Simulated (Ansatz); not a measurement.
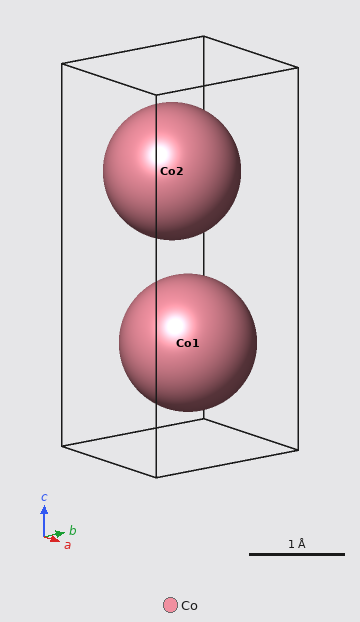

*The starting structure (spheres-only view of the cell of the calculation, seen slightly off an axis; atoms are numbered from 1 in the order of the input). An atom can appear more than once, as a periodic image.*

# Co: geometry relaxation (part 1 of 2)

Co (2 atoms in the cell), computed with DFT PBE, scalar-relativistic, plane waves, PAW, spin-polarised (Ansatz 0.2.0).

The structure derives from an entry of the Crystallography Open Database. Figures and captions count atoms from 1; the log counts them from 0 in places.

Log
```
Engine: ansatz 0.2.0, x86_64-unknown-linux-gnu
Pseudopotentials: kind: paw
Pseudopotential: Co, paw, valence charge 17, recommended cutoff 420 eV (normal), Co.paw.azcp
Functional definition: PBE
  parameter kappa = 0.804
  parameter beta = 0.06672455060314922
  exchange = pbe_x(kappa = kappa, mu = beta*pi^2/3)
  correlation = pbe_c(beta = beta)
Crystal: 2 atoms, lattice volume = 22.160 Å³
Basis set: ecut = 420 eV, 415 PW (Γ), exchange–correlation on 36×36×60 points (8 copies of the dense FFT grid, shifted against one another)
Bands: 23, of which v1, the nominal top of the filled ones, is band 17 counted from 1 (16 counted from 0)
Symmetry: 24 space group operations
Space group: P63/mmc (ITA 194), of the structure as read, at distance tolerance 2.8e-5 Å
Magnetic group: BNS 194.263 (UNI 1493), of the structure as read, at distance tolerance 2.8e-5 Å
k-points: 222 of 3240
Non-local potential: Co, projectors of the file, l = 0: 3, l = 1: 2, l = 2: 3, l = 3: 1
PAW form: soft (Blöchl's): semilocal exchange-correlation on the pseudo side does not see the compensation charge
PAW one-centre angular grid: Co, 590 points (default); XC on 64 Gauss nodes
Initial density: superposition of atomic densities (chi_scale 0.1, normalization cell)
Starting moments: Σ|m| = 3.86 μB on 2 of 2 sites
Initial wavefunctions: pseudopotential atomic-orbital guess
Functional: x = pbe(κ = 0.804, μ = 0.2195149727645171), c = pbe(β = 0.06672455060314922)
SCF iter   1: F=—  HF=-10251.688243 eV  |F-HF|=—  |Δ(HF+E_count)|=         —  Δρ=9.15e-2 (↑3.96e-2 ↓9.15e-2)  dr2=2.18e0  dr2_m=1.51e-1  M=3.549 μB ∫|m|=3.707 μB  β_m=0.30  ethr=3.10e-3  ⟨swp⟩=4.9  Hψ=37400  notcnv=0
Mixer restart at iter 1: flushing history
preconditioner: auto → none  [metal: Δε(μ)=0.004 eV  Ē_g=8.991 eV  σ=0.100 eV  W_gap=0.02  n_scr=8 (ndim 8)  ℏωp=33.5 eV  f_vac=0.000  D(μ)=1.83/eV (n_scr^D=22)  sad-step TF]
SCF iter   2: F=—  HF=-10251.029336 eV  |F-HF|=—  |Δ(HF+E_count)|=   6.59e-1  Δρ=3.66e-2 (↑1.40e-2 ↓3.66e-2)  dr2=1.47e-1  dr2_m=1.13e-1  M=3.535 μB ∫|m|=3.741 μB  β_m=0.36  ethr=3.10e-3  ⟨swp⟩=2.6  Hψ=18533  notcnv=0  defer=599
SCF iter   3: F=—  HF=-10251.582817 eV  |F-HF|=—  |Δ(HF+E_count)|=         —  Δρ=1.53e-2 (↑1.53e-2 ↓6.95e-3)  dr2=1.41e-2  dr2_m=1.88e-2  M=3.423 μB ∫|m|=3.674 μB  β_m=0.36  ethr=4.33e-4  ⟨swp⟩=2.1  Hψ=13159  notcnv=0  defer=600
Mixer restart at iter 3: flushing history
SCF iter   4: F=—  HF=-10251.916508 eV  |F-HF|=—  |Δ(HF+E_count)|=   3.34e-1  Δρ=7.93e-3 (↑7.93e-3 ↓6.22e-3)  dr2=9.24e-3  dr2_m=5.68e-3  M=3.353 μB ∫|m|=3.631 μB  β_m=0.55  ethr=4.14e-5  ⟨swp⟩=2.5  Hψ=19203  notcnv=0  defer=600
SCF iter   5: F=—  HF=-10252.223569 eV  |F-HF|=—  |Δ(HF+E_count)|=   3.07e-1  Δρ=6.91e-3 (↑3.47e-3 ↓6.91e-3)  dr2=8.85e-3  dr2_m=3.32e-3  M=3.273 μB ∫|m|=3.591 μB  β_m=0.30  ethr=2.72e-5  ⟨swp⟩=2.0  Hψ=20071  notcnv=0  defer=598
SCF iter   6: F=—  HF=-10252.270328 eV  |F-HF|=—  |Δ(HF+E_count)|=   4.68e-2  Δρ=5.45e-3 (↑5.45e-3 ↓3.32e-3)  dr2=6.61e-3  dr2_m=1.21e-3  M=3.259 μB ∫|m|=3.585 μB  β_m=0.45  ethr=2.60e-5  ⟨swp⟩=2.2  Hψ=19692  notcnv=0  defer=559
SCF iter   7: F=—  HF=-10252.300273 eV  |F-HF|=—  |Δ(HF+E_count)|=   2.99e-2  Δρ=1.34e-3 (↑8.32e-4 ↓1.34e-3)  dr2=1.02e-4  dr2_m=2.22e-4  M=3.228 μB ∫|m|=3.572 μB  β_m=0.40  ethr=1.94e-5  ⟨swp⟩=1.4  Hψ=13722  notcnv=0  defer=558
SCF iter   8: F=—  HF=-10252.302384 eV  |F-HF|=—  |Δ(HF+E_count)|=   2.11e-3  Δρ=4.62e-4 (↑3.60e-4 ↓4.62e-4)  dr2=5.81e-6  dr2_m=3.31e-5  M=3.222 μB ∫|m|=3.570 μB  β_m=0.70  ethr=3.00e-7  ⟨swp⟩=2.0  Hψ=17861  notcnv=0  defer=558
SCF iter   9: F=—  HF=-10252.302558 eV  |F-HF|=—  |Δ(HF+E_count)|=   1.74e-4  Δρ=2.91e-4 (↑8.01e-5 ↓2.91e-4)  dr2=1.41e-5  dr2_m=3.99e-6  M=3.220 μB ∫|m|=3.570 μB  β_m=0.74  ethr=1.71e-8  ⟨swp⟩=2.1  Hψ=15314  notcnv=0  defer=558
SCF iter  10: F=—  HF=-10252.302571 eV  |F-HF|=—  |Δ(HF+E_count)|=   1.28e-5  Δρ=3.98e-5 (↑8.66e-6 ↓3.98e-5)  dr2=1.85e-7  dr2_m=9.64e-8  M=3.220 μB ∫|m|=3.570 μB  β_m=0.85  ethr=1.71e-8  ⟨swp⟩=2.4  Hψ=18112  notcnv=0  defer=558
SCF iter  11: F=—  HF=-10252.302571 eV  |F-HF|=—  |Δ(HF+E_count)|=   1.02e-7  Δρ=5.18e-6 (↑1.59e-6 ↓5.18e-6)  dr2=1.52e-9  dr2_m=2.15e-9  M=3.220 μB ∫|m|=3.570 μB  β_m=0.93  ethr=5.44e-10  ⟨swp⟩=2.0  Hψ=14190  notcnv=0  defer=558
SCF iter  12: F=-10252.302571 eV  HF=-10252.302571 eV  |F-HF|=5.46e-12  |Δ(HF+E_count)|=  9.28e-11  Δρ=5.06e-7 (↑3.55e-7 ↓5.06e-7)  dr2=1.45e-11  dr2_m=3.39e-11  M=3.220 μB ∫|m|=3.570 μB  ethr=4.48e-12  ⟨swp⟩=7.0  Hψ=55531  notcnv=0
SCF 1 converged in 12 iterations: F = -10252.302571 eV  dr2 = 1.45e-11
  greatest PAW one-centre occupation: 1.001 electrons in one spin orbital (limit 2), on the Co atom at site 1 (counted from 0), in its partial waves of l = 1
relax step   1: F+E_penalty+E_count = -10252.30257088 eV  Δ(F+E_penalty+E_count) = +0.000e0 eV  max|allowed force component| = 9.252e-18 eV/Å  Δτ_max = 0.0000 Å  P = -4.399 GPa  Ω = 22.160 Å³  (12 SCF iters, dr2 threshold 1.00e-7 eV, accepted)
Crystal: 2 atoms, lattice volume = 21.898 Å³
Basis set: ecut = 420 eV, 403 PW (Γ), exchange–correlation on 36×36×60 points (8 copies of the dense FFT grid, shifted against one another)
Initial density: handed on by an earlier stage of this run
Starting moments: Σ|m| = 3.86 μB on 2 of 2 sites; this step starts from the density that it was given
Initial wavefunctions: those handed on with the density
iter 1 solved again at ethr=7.70e-6 eV; its pass at ethr=3.10e-3 eV (dr2=2.62e-3 eV) is discarded
SCF iter   1: F=—  HF=-10252.308552 eV  |F-HF|=—  |Δ(HF+E_count)|=         —  Δρ=2.71e-3 (↑2.71e-3 ↓1.74e-3)  dr2=2.62e-3  dr2_m=7.48e-5  M=3.214 μB ∫|m|=3.555 μB  β_m=0.65  ethr=7.70e-6  ⟨swp⟩=1.1  Hψ=48892  notcnv=0
preconditioner: auto → none  [metal: Δε(μ)=0.009 eV  Ē_g=9.422 eV  σ=0.100 eV  W_gap=0.05  n_scr=2 (ndim 8)  ℏωp=33.7 eV  f_vac=0.000  D(μ)=1.65/eV (n_scr^D=22)]
SCF iter   2: F=—  HF=-10252.308442 eV  |F-HF|=—  |Δ(HF+E_count)|=   1.10e-4  Δρ=3.24e-3 (↑3.24e-3 ↓2.86e-3)  dr2=3.90e-3  dr2_m=9.53e-6  M=3.215 μB ∫|m|=3.558 μB  β_m=0.24  ethr=7.69e-6  ⟨swp⟩=2.0  Hψ=19123  notcnv=0
SCF iter   3: F=—  HF=-10252.307534 eV  |F-HF|=—  |Δ(HF+E_count)|=   9.08e-4  Δρ=8.71e-4 (↑6.80e-4 ↓8.71e-4)  dr2=1.85e-4  dr2_m=9.46e-6  M=3.213 μB ∫|m|=3.556 μB  β_m=0.63  ethr=7.69e-6  ⟨swp⟩=2.0  Hψ=14126  notcnv=0
SCF iter   4: F=—  HF=-10252.307973 eV  |F-HF|=—  |Δ(HF+E_count)|=   4.39e-4  Δρ=3.90e-4 (↑1.08e-4 ↓3.90e-4)  dr2=2.92e-5  dr2_m=6.10e-6  M=3.210 μB ∫|m|=3.554 μB  β_m=0.82  ethr=5.44e-7  ⟨swp⟩=2.0  Hψ=17832  notcnv=0
SCF iter   5: F=—  HF=-10252.308121 eV  |F-HF|=—  |Δ(HF+E_count)|=   1.48e-4  Δρ=2.14e-4 (↑1.25e-4 ↓2.14e-4)  dr2=1.17e-5  dr2_m=4.74e-7  M=3.209 μB ∫|m|=3.552 μB  β_m=0.79  ethr=8.58e-8  ⟨swp⟩=2.2  Hψ=14995  notcnv=0
SCF iter   6: F=—  HF=-10252.308134 eV  |F-HF|=—  |Δ(HF+E_count)|=   1.33e-5  Δρ=4.71e-5 (↑1.77e-5 ↓4.71e-5)  dr2=1.68e-7  dr2_m=6.40e-8  M=3.208 μB ∫|m|=3.551 μB  β_m=0.90  ethr=3.44e-8  ⟨swp⟩=2.0  Hψ=17722  notcnv=0
SCF iter   7: F=-10252.308134 eV  HF=-10252.308135 eV  |F-HF|=8.99e-8  |Δ(HF+E_count)|=   1.73e-7  Δρ=1.64e-5 (↑1.64e-5 ↓1.51e-5)  dr2=1.22e-7  dr2_m=1.78e-9  M=3.208 μB ∫|m|=3.551 μB  ethr=4.95e-10  ⟨swp⟩=5.4  Hψ=60834  notcnv=0
SCF 2 converged in 7 iterations: F = -10252.308134 eV  dr2 = 1.22e-7
relax step   2: F+E_penalty+E_count = -10252.30813447 eV  Δ(F+E_penalty+E_count) = -5.564e-3 eV  max|allowed force component| = 1.850e-17 eV/Å  Δτ_max = 0.0000 Å  P = -1.973 GPa  Ω = 21.898 Å³  energy of the carried Pulay correction = +2.926e-4 eV  (7 SCF iters, dr2 threshold 2.00e-7 eV, accepted)
Crystal: 2 atoms, lattice volume = 21.689 Å³
iter 1 solved again at ethr=4.31e-6 eV; its pass at ethr=3.10e-3 eV (dr2=1.46e-3 eV) is discarded
SCF iter   1: F=—  HF=-10252.309916 eV  |F-HF|=—  |Δ(HF+E_count)|=         —  Δρ=2.26e-3 (↑2.26e-3 ↓1.42e-3)  dr2=1.77e-3  dr2_m=5.62e-5  M=3.202 μB ∫|m|=3.539 μB  β_m=0.65  ethr=4.31e-6  ⟨swp⟩=2.4  Hψ=48466  notcnv=0
preconditioner: auto → none  [metal: Δε(μ)=0.006 eV  Ē_g=9.497 eV  σ=0.100 eV  W_gap=0.03  n_scr=2 (ndim 8)  ℏωp=33.8 eV  f_vac=0.000  D(μ)=1.62/eV (n_scr^D=22)]
SCF iter   2: F=—  HF=-10252.309866 eV  |F-HF|=—  |Δ(HF+E_count)|=   4.95e-5  Δρ=2.68e-3 (↑2.68e-3 ↓2.39e-3)  dr2=2.66e-3  dr2_m=6.14e-6  M=3.203 μB ∫|m|=3.541 μB  β_m=0.24  ethr=4.31e-6  ⟨swp⟩=2.0  Hψ=18635  notcnv=0
SCF iter   3: F=—  HF=-10252.309250 eV  |F-HF|=—  |Δ(HF+E_count)|=   6.16e-4  Δρ=7.57e-4 (↑5.70e-4 ↓7.57e-4)  dr2=1.36e-4  dr2_m=7.66e-6  M=3.202 μB ∫|m|=3.540 μB  β_m=0.65  ethr=4.31e-6  ⟨swp⟩=2.2  Hψ=14852  notcnv=0
SCF iter   4: F=—  HF=-10252.309561 eV  |F-HF|=—  |Δ(HF+E_count)|=   3.11e-4  Δρ=2.97e-4 (↑7.94e-5 ↓2.97e-4)  dr2=1.55e-5  dr2_m=3.81e-6  M=3.200 μB ∫|m|=3.538 μB  β_m=0.82  ethr=4.00e-7  ⟨swp⟩=2.0  Hψ=17829  notcnv=0
SCF iter   5: F=—  HF=-10252.309643 eV  |F-HF|=—  |Δ(HF+E_count)|=   8.16e-5  Δρ=1.90e-4 (↑1.13e-4 ↓1.90e-4)  dr2=1.04e-5  dr2_m=3.51e-7  M=3.199 μB ∫|m|=3.537 μB  β_m=0.82  ethr=4.55e-8  ⟨swp⟩=2.0  Hψ=14131  notcnv=0
SCF iter   6: F=—  HF=-10252.309656 eV  |F-HF|=—  |Δ(HF+E_count)|=   1.36e-5  Δρ=4.92e-5 (↑2.40e-5 ↓4.92e-5)  dr2=4.08e-7  dr2_m=4.44e-8  M=3.198 μB ∫|m|=3.537 μB  β_m=0.91  ethr=3.06e-8  ⟨swp⟩=2.5  Hψ=18006  notcnv=0
SCF iter   7: F=—  HF=-10252.309657 eV  |F-HF|=—  |Δ(HF+E_count)|=   4.49e-7  Δρ=1.04e-5 (↑1.04e-5 ↓7.27e-6)  dr2=3.53e-8  dr2_m=1.82e-9  M=3.198 μB ∫|m|=3.536 μB  β_m=0.96  ethr=1.20e-9  ⟨swp⟩=2.0  Hψ=17838  notcnv=0
SCF iter   8: F=-10252.309657 eV  HF=-10252.309657 eV  |F-HF|=1.72e-8  |Δ(HF+E_count)|=   9.46e-9  Δρ=7.46e-6 (↑5.57e-6 ↓7.46e-6)  dr2=2.17e-8  dr2_m=2.45e-10  M=3.198 μB ∫|m|=3.536 μB  ethr=1.04e-10  ⟨swp⟩=5.0  Hψ=51924  notcnv=0
SCF 3 converged in 8 iterations: F = -10252.309657 eV  dr2 = 2.17e-8
relax step   3: F+E_penalty+E_count = -10252.30965654 eV  Δ(F+E_penalty+E_count) = -1.522e-3 eV  max|allowed force component| = 1.156e-17 eV/Å  Δτ_max = 0.0000 Å  P = +0.092 GPa  Ω = 21.689 Å³  energy of the carried Pulay correction = +5.295e-4 eV  (8 SCF iters, dr2 threshold 2.00e-7 eV, accepted)
Crystal: 2 atoms, lattice volume = 21.698 Å³
iter 1 solved again at ethr=7.08e-9 eV; its pass at ethr=3.10e-3 eV (dr2=2.41e-6 eV) is discarded
SCF iter   1: F=—  HF=-10252.309650 eV  |F-HF|=—  |Δ(HF+E_count)|=         —  Δρ=8.53e-5 (↑8.53e-5 ↓6.41e-5)  dr2=2.95e-6  dr2_m=5.48e-8  M=3.198 μB ∫|m|=3.537 μB  β_m=0.65  ethr=7.08e-9  ⟨swp⟩=2.1  Hψ=47763  notcnv=0
preconditioner: auto → none  [metal: Δε(μ)=0.008 eV  Ē_g=9.504 eV  σ=0.100 eV  W_gap=0.05  n_scr=2 (ndim 8)  ℏωp=33.8 eV  f_vac=0.000  D(μ)=1.62/eV (n_scr^D=22)]
SCF iter   2: F=—  HF=-10252.309650 eV  |F-HF|=—  |Δ(HF+E_count)|=   4.18e-8  Δρ=1.13e-4 (↑1.13e-4 ↓9.62e-5)  dr2=4.55e-6  dr2_m=1.83e-8  M=3.198 μB ∫|m|=3.537 μB  β_m=0.30  ethr=7.08e-9  ⟨swp⟩=2.0  Hψ=17873  notcnv=0
SCF iter   3: F=—  HF=-10252.309649 eV  |F-HF|=—  |Δ(HF+E_count)|=   1.01e-6  Δρ=1.42e-5 (↑1.10e-5 ↓1.42e-5)  dr2=2.34e-8  dr2_m=1.12e-8  M=3.198 μB ∫|m|=3.537 μB  β_m=0.55  ethr=7.08e-9  ⟨swp⟩=3.0  Hψ=18116  notcnv=0
SCF iter   4: F=—  HF=-10252.309649 eV  |F-HF|=—  |Δ(HF+E_count)|=   4.99e-7  Δρ=1.26e-5 (↑4.87e-6 ↓1.26e-5)  dr2=3.33e-8  dr2_m=4.56e-9  M=3.198 μB ∫|m|=3.537 μB  β_m=0.77  ethr=6.87e-11  ⟨swp⟩=2.0  Hψ=17892  notcnv=0
SCF iter   5: F=—  HF=-10252.309650 eV  |F-HF|=—  |Δ(HF+E_count)|=   2.41e-7  Δρ=7.87e-6 (↑3.27e-6 ↓7.87e-6)  dr2=1.47e-8  dr2_m=1.15e-9  M=3.198 μB ∫|m|=3.537 μB  β_m=0.72  ethr=6.87e-11  ⟨swp⟩=2.0  Hψ=17843  notcnv=0
SCF iter   6: F=-10252.309650 eV  HF=-10252.309650 eV  |F-HF|=4.68e-9  |Δ(HF+E_count)|=   2.35e-8  Δρ=5.51e-6 (↑1.62e-6 ↓5.51e-6)  dr2=5.65e-9  dr2_m=8.37e-10  M=3.198 μB ∫|m|=3.537 μB  ethr=4.32e-11  ⟨swp⟩=4.9  Hψ=53859  notcnv=0
SCF 4 converged in 6 iterations: F = -10252.309650 eV  dr2 = 5.65e-9
relax step   4: F+E_penalty+E_count = -10252.30964973 eV  Δ(F+E_penalty+E_count) = +6.812e-6 eV  max|allowed force component| = 2.313e-18 eV/Å  Δτ_max = 0.0000 Å  P = +0.002 GPa  Ω = 21.698 Å³  energy of the carried Pulay correction = +5.195e-4 eV  (6 SCF iters, dr2 threshold 3.30e-8 eV, accepted)
Basis set: ecut = 420 eV, 403 PW (Γ), exchange–correlation on 36×36×54 points (8 copies of the dense FFT grid, shifted against one another)
Initial wavefunctions: pseudopotential atomic-orbital guess (no wavefunctions were taken with the density)
iter 1 solved again at ethr=7.91e-9 eV; its pass at ethr=3.10e-3 eV (dr2=2.69e-6 eV) is discarded
SCF iter   1: F=—  HF=-10252.309177 eV  |F-HF|=—  |Δ(HF+E_count)|=         —  Δρ=1.01e-4 (↑8.49e-5 ↓1.01e-4)  dr2=1.70e-6  dr2_m=3.71e-8  M=3.198 μB ∫|m|=3.537 μB  β_m=0.65  ethr=7.91e-9  ⟨swp⟩=3.4  Hψ=69454  notcnv=0
SCF iter   2: F=—  HF=-10252.309177 eV  |F-HF|=—  |Δ(HF+E_count)|=   1.84e-7  Δρ=3.62e-5 (↑3.62e-5 ↓2.73e-5)  dr2=4.92e-7  dr2_m=1.68e-8  M=3.198 μB ∫|m|=3.537 μB  β_m=0.49  ethr=5.00e-9  ⟨swp⟩=2.2  Hψ=16689  notcnv=0
SCF iter   3: F=—  HF=-10252.309177 eV  |F-HF|=—  |Δ(HF+E_count)|=   1.25e-7  Δρ=3.27e-5 (↑3.27e-5 ↓2.97e-5)  dr2=2.78e-7  dr2_m=2.92e-9  M=3.198 μB ∫|m|=3.537 μB  β_m=0.45  ethr=1.45e-9  ⟨swp⟩=2.0  Hψ=17584  notcnv=0
SCF iter   4: F=—  HF=-10252.309177 eV  |F-HF|=—  |Δ(HF+E_count)|=   3.44e-8  Δρ=4.50e-6 (↑2.39e-6 ↓4.50e-6)  dr2=7.56e-9  dr2_m=4.42e-10  M=3.198 μB ∫|m|=3.537 μB  β_m=0.73  ethr=8.18e-10  ⟨swp⟩=2.4  Hψ=15859  notcnv=0
SCF iter   5: F=—  HF=-10252.309177 eV  |F-HF|=—  |Δ(HF+E_count)|=   7.11e-8  Δρ=3.02e-6 (↑6.62e-7 ↓3.02e-6)  dr2=1.69e-9  dr2_m=3.51e-10  M=3.198 μB ∫|m|=3.537 μB  β_m=0.86  ethr=2.22e-11  ⟨swp⟩=2.1  Hψ=15960  notcnv=0
SCF iter   6: F=—  HF=-10252.309177 eV  |F-HF|=—  |Δ(HF+E_count)|=   6.96e-9  Δρ=1.28e-6 (↑1.28e-6 ↓6.22e-7)  dr2=3.58e-10  dr2_m=2.23e-11  M=3.198 μB ∫|m|=3.537 μB  β_m=0.93  ethr=4.97e-12  ⟨swp⟩=2.0  Hψ=17890  notcnv=0
SCF iter   7: F=—  HF=-10252.309177 eV  |F-HF|=—  |Δ(HF+E_count)|=  3.09e-11  Δρ=3.72e-7 (↑3.72e-7 ↓2.47e-7)  dr2=4.63e-11  dr2_m=8.41e-13  M=3.198 μB ∫|m|=3.537 μB  β_m=0.91  ethr=1.05e-12  ⟨swp⟩=2.2  Hψ=14772  notcnv=0
SCF iter   8: F=—  HF=-10252.309177 eV  |F-HF|=—  |Δ(HF+E_count)|=  2.00e-11  Δρ=6.46e-8 (↑6.46e-8 ↓4.93e-8)  dr2=1.74e-12  dr2_m=1.86e-14  M=3.198 μB ∫|m|=3.537 μB  β_m=0.96  ethr=1.00e-12  ⟨swp⟩=1.0  Hψ=10222  notcnv=0
SCF iter   9: F=-10252.309177 eV  HF=-10252.309177 eV  |F-HF|=3.64e-12  |Δ(HF+E_count)|=  1.82e-12  Δρ=5.60e-9 (↑4.09e-9 ↓5.60e-9)  dr2=4.16e-15  dr2_m=3.64e-16  M=3.198 μB ∫|m|=3.537 μB  ethr=1.00e-12  ⟨swp⟩=3.5  Hψ=37209  notcnv=0
SCF 5 converged in 9 iterations: F = -10252.309177 eV  dr2 = 4.16e-15
relax step   5: F+E_penalty+E_count = -10252.30917670 eV  Δ(F+E_penalty+E_count) = +4.730e-4 eV  max|allowed force component| = 9.252e-18 eV/Å  Δτ_max = 0.0000 Å  P = -0.021 GPa  Ω = 21.698 Å³  stress off target by 3.82e-2 GPa  SCF on the basis re-selected at this cell (its energy is not comparable with the rows above)  (9 SCF iters)
```
